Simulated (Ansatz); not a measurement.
# Geometry relaxation of Ti2Si3 (part 2 of 2)

Ti2Si3 (5 atoms in the cell); DFT PBE, scalar-relativistic, plane waves, PAW, no spin polarisation (Ansatz 0.2.0); cutoff 420 eV, 10×10×8 k-mesh, Gaussian smearing of 0.1 eV. The structure was made by a generator, so it may or may not be a known phase.

Geometry of the input (Å; fractional positions):
```
4.1042  0.0000  0.0000
0.0000  4.1042  0.0000
0.0000  0.0000  5.3742
Ti 0.0000  0.5000  0.1630
Ti 0.5000  0.0000  0.1630
Si 0.0000  0.0000  0.4377
Si 0.0000  0.5000  0.6868
Si 0.5000  0.0000  0.6868
```

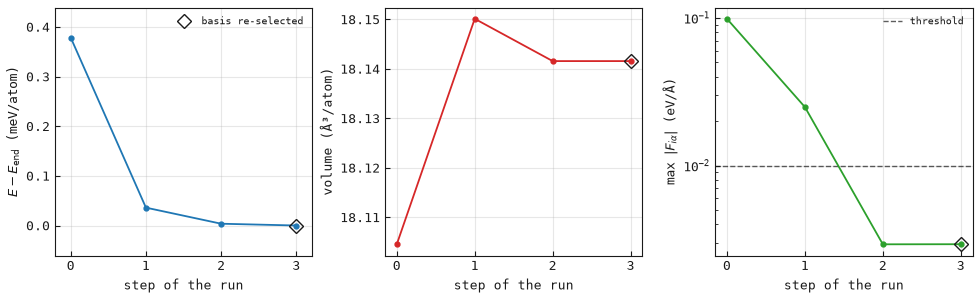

*Progress of the relaxation, step by step (the first geometry is step 0 here and step 1 in the log).*

After 2 geometry steps the energy has fallen by 0.4 meV per atom. Largest force component: 0.099 eV/Å at the start, 0.0029 eV/Å at the end. The pressure goes from 0.01 to 0.02 GPa. The largest moves relative to the cell, 0.009 Å, are those of Si4 and Si5. By element the largest moves are Si 0.009 Å, Ti 0.008 Å. A last SCF at the same geometry on a re-selected plane-wave basis shifts the energy by next to nothing (0.0 meV per atom). (Atoms are counted from 1 in the order of the input.)

```
basis re-selected at this cell: Δ(F+E_penalty+E_count) = -1.814e-5 eV, ΔP = +0.000 GPa vs the last step (what re-selecting the basis moved, of the pressure what is left beyond the Pulay correction that the steps carried, after the strain that the cell walked since its last selection, with what the two solves' SCF thresholds leave and, on support functions, any second-order correction that the steps lacked; it is no measure of the basis error at this ecutwfc). This SCF's stress stands 3.08e-2 GPa from its target on what of the cell is left free (relax.cell.stress_tol is 5.00e-2 GPa) and its largest allowed force component is 2.93e-3 eV/Å (relax.f_tol is 1.00e-2 eV/Å): within both
SCF converged after 9 iterations
Free energy (F): -6905.063534 eV
Harris-Foulkes:  -6905.063534 eV  (|F-HF|=1.82e-12)
Internal energy: -6905.032995 eV  (E = F + TS)
E sigma→0 (E₀):  -6905.048265 eV
Entropy (-TS):   -0.030539 eV (-6.108 meV/atom)
Fermi energy:    9.568269 eV
--- Per-component energies (eV) ---
  E_band       = -356.894549
  E_kinetic    = 666.570030
  E_local      = -2504.608921  (includes V_loc(G=0)·N_el)
  E_nonlocal   = 96.069647
  E_hartree    = 1059.630843
  E_xc         = -360.817176
  E_vxc        = -384.444333  (∫ρ·V_xc dr)
  E_paw        = -3633.517036  (= ΣΔE_a)
  E_vpaw       = -349.742913  (= ΣTr[D̂ρ^β])
  E_aug_tail   = 0.000255  (compensation charges beyond the density's cutoff)
  E_ewald      = -2228.360638
  E_smearing   = -0.030539  (= −TS)
  E_closure    = -0.000000  (closes the sum)
  Σ components = -6905.063534   (vs F -6905.063534, Δ=0.00e0)
--- Forces (eV/Å), atoms counted from 1 ---
  atom   1  Ti     0.00000000     0.00000000    -0.00215663
  atom   2  Ti     0.00000000     0.00000000    -0.00215663
  atom   3  Si    -0.00000000    -0.00000000     0.00293241
  atom   4  Si     0.00000000    -0.00000000     0.00069030
  atom   5  Si    -0.00000000    -0.00000000     0.00069030
  max |Σ_I F_I| component: 2.43e-7 eV/Å
--- Stress (GPa, compression-positive) ---
        0.012547       0.000000       0.000000
        0.000000       0.012547       0.000000
        0.000000       0.000000       0.030787
  P = ⅓ Tr σ = 0.0186 GPa (0.186 kbar)
--- Band table (eV; the first three rows and the last of 105) ---
  k-point 0: bands = ["-47.2063", "-47.1253", "-23.5904", "-23.5904", "-23.5548", "-23.4713", "-23.2747", "-23.2747", "-2.4427", "3.3230", "4.8262", "5.5298", "5.6062", "5.6062", "7.7088", "8.6295", "8.6295", "8.7231", "9.5796", "10.7261", "10.8920", "11.3502", "11.3502"]
  k-point 1: bands = ["-47.2063", "-47.1253", "-23.5904", "-23.5904", "-23.5550", "-23.4714", "-23.2747", "-23.2747", "-2.4057", "3.0788", "4.8989", "5.5612", "5.5612", "5.7319", "7.7628", "8.7281", "8.7823", "8.7823", "9.6234", "10.1719", "10.8470", "11.2957", "11.2957"]
  k-point 2: bands = ["-47.2063", "-47.1253", "-23.5904", "-23.5904", "-23.5555", "-23.4717", "-23.2747", "-23.2747", "-2.3114", "2.6008", "5.0968", "5.4623", "5.4623", "6.1067", "7.8707", "8.7403", "9.1934", "9.1934", "9.2962", "9.6270", "10.9487", "11.1642", "11.1642"]
  k-point 104: bands = ["-47.1651", "-47.1651", "-23.6711", "-23.6056", "-23.5121", "-23.5121", "-23.2620", "-23.2269", "0.4161", "1.6764", "1.6764", "5.0784", "5.6232", "5.8380", "5.8380", "8.8842", "8.8842", "9.3855", "9.5431", "10.4530", "10.9667", "10.9667", "11.1432"]
--- Relaxed structure (3 steps of the walk, 3 accepted, 1 SCFs on fresh bases) ---
  F+E_penalty+E_count = -6905.06353390 eV   max|allowed force component| = 2.932e-3 eV/Å   (the final SCF, on the basis selected at the relaxed cell)
  cell:  # Å, volume = 90.7079 Å³
    - [4.115804581658446, 0.0, -2.218104489683215e-32]
    - [0.0, 4.115804581658446, 0.0]
    - [-2.904484682640546e-32, 0.0, 5.354704514617287]
  atoms:
    - { symbol: Ti, position: [-3.040829022351337e-33, 0.5, 0.16446520673298023] }
    - { symbol: Ti, position: [0.5, 0.0, 0.16446520673298023] }
    - { symbol: Si, position: [2.4401714376893443e-34, 0.0, 0.4384228386491807] }
    - { symbol: Si, position: [3.0595995718720253e-33, 0.5, 0.6849894739924294] }
    - { symbol: Si, position: [0.5, 0.0, 0.6849894739924294] }
```

Trajectory as extended XYZ (Å, eV, eV/Å), 4 frames, from step=1 to step=4:
```
5
Lattice="4.1042 0.0000 0.0000 0.0000 4.1042 0.0000 0.0000 0.0000 5.3742" Properties=species:S:1:pos:R:3:forces:R:3 step=1 energy=-6905.06164 pressure_GPa=0.01
Ti    0.0000    2.0521    0.8762    0.0000   0.0000   0.0723
Ti    2.0521    0.0000    0.8762    0.0000   0.0000   0.0723
Si    0.0000    0.0000    2.3525    0.0000   0.0000   0.0529
Si    0.0000    2.0521    3.6908    0.0000   0.0000  -0.0987
Si    2.0521    0.0000    3.6908    0.0000   0.0000  -0.0987
5
Lattice="4.1133 0.0000 0.0000 0.0000 4.1133 0.0000 0.0000 0.0000 5.3639" Properties=species:S:1:pos:R:3:forces:R:3 step=2 energy=-6905.06335 pressure_GPa=-0.08
Ti    0.0000    2.0566    0.8808    0.0000   0.0000   0.0063
Ti    2.0566    0.0000    0.8808    0.0000   0.0000   0.0063
Si    0.0000    0.0000    2.3499    0.0000   0.0000   0.0249
Si    0.0000    2.0566    3.6764    0.0000   0.0000  -0.0188
Si    2.0566    0.0000    3.6764    0.0000   0.0000  -0.0188
5
Lattice="4.1158 0.0000 0.0000 0.0000 4.1158 0.0000 0.0000 0.0000 5.3547" Properties=species:S:1:pos:R:3:forces:R:3 step=3 energy=-6905.06352 pressure_GPa=0.02
Ti    0.0000    2.0579    0.8807    0.0000   0.0000  -0.0021
Ti    2.0579    0.0000    0.8807    0.0000   0.0000  -0.0021
Si    0.0000    0.0000    2.3476    0.0000   0.0000   0.0029
Si    0.0000    2.0579    3.6679    0.0000   0.0000   0.0007
Si    2.0579    0.0000    3.6679    0.0000   0.0000   0.0007
5
Lattice="4.1158 0.0000 0.0000 0.0000 4.1158 0.0000 0.0000 0.0000 5.3547" Properties=species:S:1:pos:R:3:forces:R:3 step=4 energy=-6905.06353 pressure_GPa=0.02
Ti    0.0000    2.0579    0.8807    0.0000   0.0000  -0.0022
Ti    2.0579    0.0000    0.8807    0.0000   0.0000  -0.0022
Si    0.0000    0.0000    2.3476    0.0000   0.0000   0.0029
Si    0.0000    2.0579    3.6679    0.0000   0.0000   0.0007
Si    2.0579    0.0000    3.6679    0.0000   0.0000   0.0007
```

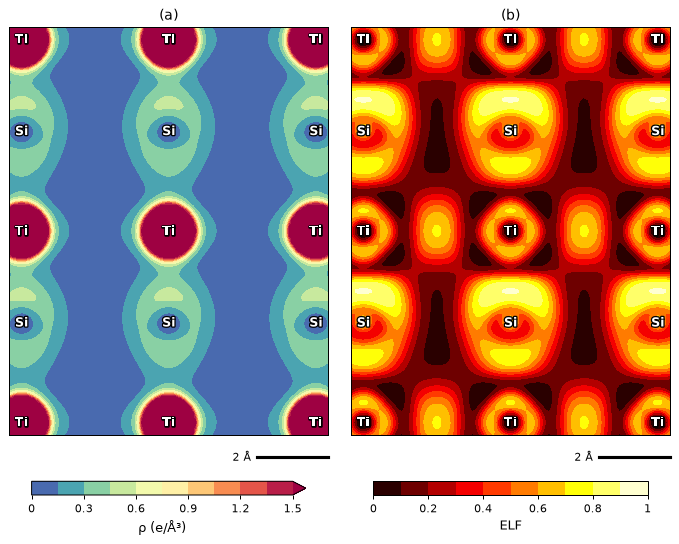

*(a) valence charge density (pseudo); (b) electron localisation function on the (010) plane of the conventional cell.*

The section cuts through Ti and Si sites. Ti–Si (2.57 Å): the density is about 0.34 e/Å³ at the midpoint; the ELF is about 0.55 at the midpoint. Ti–Si (2.79 Å): the density is about 0.26 e/Å³ at the midpoint; the ELF is about 0.45 at the midpoint. Away from the nuclei the density in this plane falls to 0.04 e/Å³ at its lowest.  The strong features right at Ti lie inside the PAW spheres (semicore, d or f shells) and say nothing about bonding. The fields are those of the smooth PAW valence density.

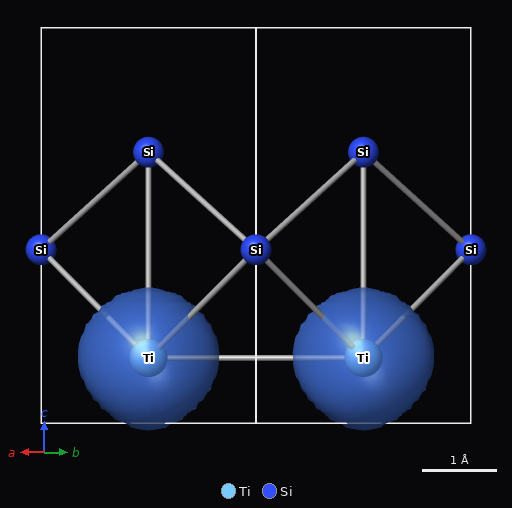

*Isosurface of the valence electron density at 0.5 e/Å³ (blue), seen along [110]. Sticks mark near contacts. The outline is the cell set on symmetry axes.*

At this value the density breaks into separate islands; it holds about 50 % of the electrons treated as valence (semicore included). It is pinched off along the Si–Si (2.45 Å), Ti–Si (2.53 Å), Ti–Ti (2.91 Å) and Ti–Si (2.57 Å) contacts. On the grid the lowest density along these lines, outside the cores, is 0.43 e/Å³ (Si–Si, 2.45 Å), 0.34 e/Å³ (Ti–Si, 2.53 Å), 0.21 e/Å³ (Ti–Ti, 2.91 Å) and 0.34 e/Å³ (Ti–Si, 2.57 Å).

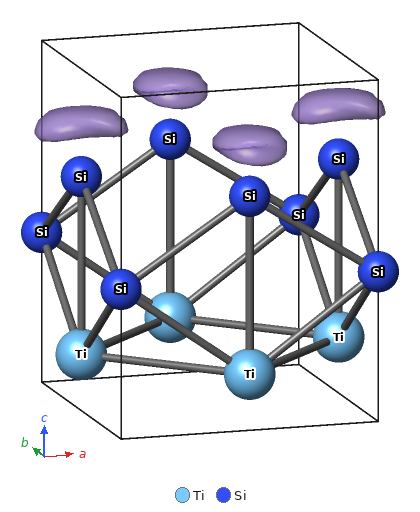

*Isosurface of the ELF at 0.85 (purple), seen slightly off an axis. Only the valence region is drawn (cores and ρ < 0.01 e/Å³ removed). Sticks mark near contacts. The outline is the cell set on symmetry axes.*

The ELF exceeds this value in two lobes of the valence shell of Si pointing towards Ti, counted in one cell of 5 atoms.  Values along the shortest contacts: Ti–Si (2.53 Å): the ELF is about 0.40 at the midpoint.

Results in brief:

```tsv
quantity	value
outcome	converged
space group (tolerance 0.01 Å)	P4mm (99)
electrons treated	36
free energy	−6905.0635 eV
Fermi energy	9.568 eV
gap on the k-point mesh	none (metallic)
pressure	0.02 GPa
final volume	90.71 Å³
largest force (length of the vector) at the end	0.003 eV/Å
final cell	a = 4.116 Å, b = 4.116 Å, c = 5.355 Å, α = 90.00°, β = 90.00°, γ = 90.00°
wall time	3.1 min
peak memory	0.5 GiB
```
